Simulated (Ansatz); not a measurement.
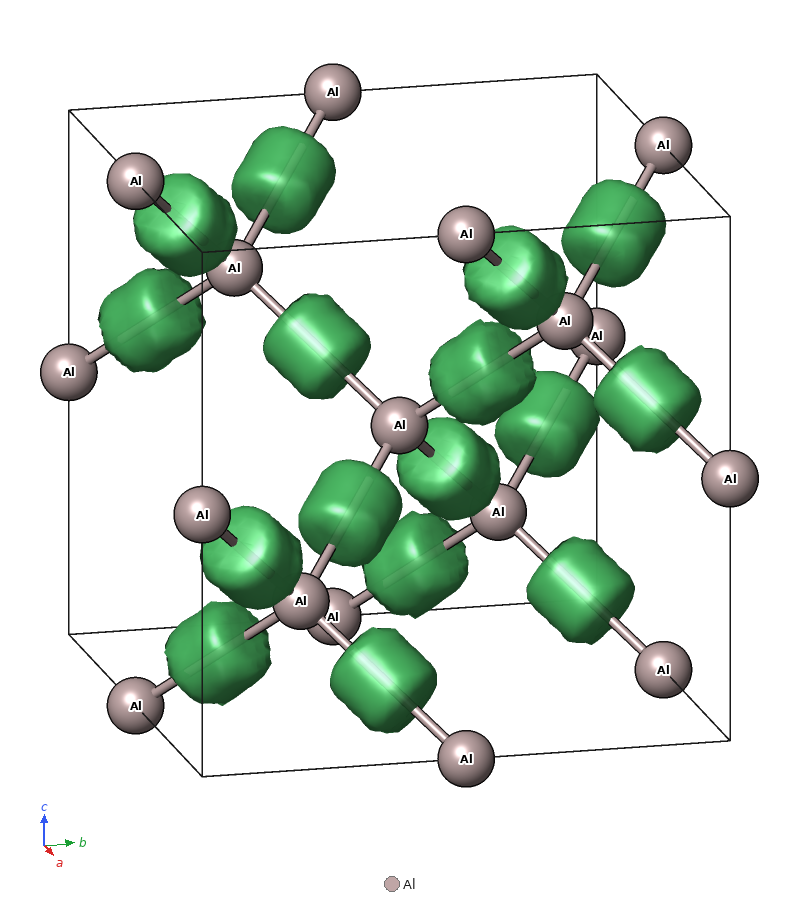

Figure 1: Al. Isosurface of the electron localisation function at 0.85 (green), seen slightly off an axis. Only the valence region is drawn (cores and ρ < 0.01 e/Å³ removed). Sticks mark near contacts.

Space group Fd-3m; set up as Al, diamond; a generated structure, not necessarily the stable one; changed on purpose from its base cell (volume × 1.04).

Theory: DFT, BLYP, plane waves (420 eV) with PAW, scalar-relativistic (Ansatz 0.2.0).

**What do the ELF domains correspond to?**

The ELF exceeds this value in 16 regions between bonded Al–Al atoms, counted in one cell of 8 atoms. Regions shared between cells count once.

Values along the shortest contacts:
Al–Al (2.70 Å): the ELF peaks at about 0.90 between the atoms.

**Metal or insulator at this level of theory?**

It is metallic or semimetallic at this level of theory: no gap opens.
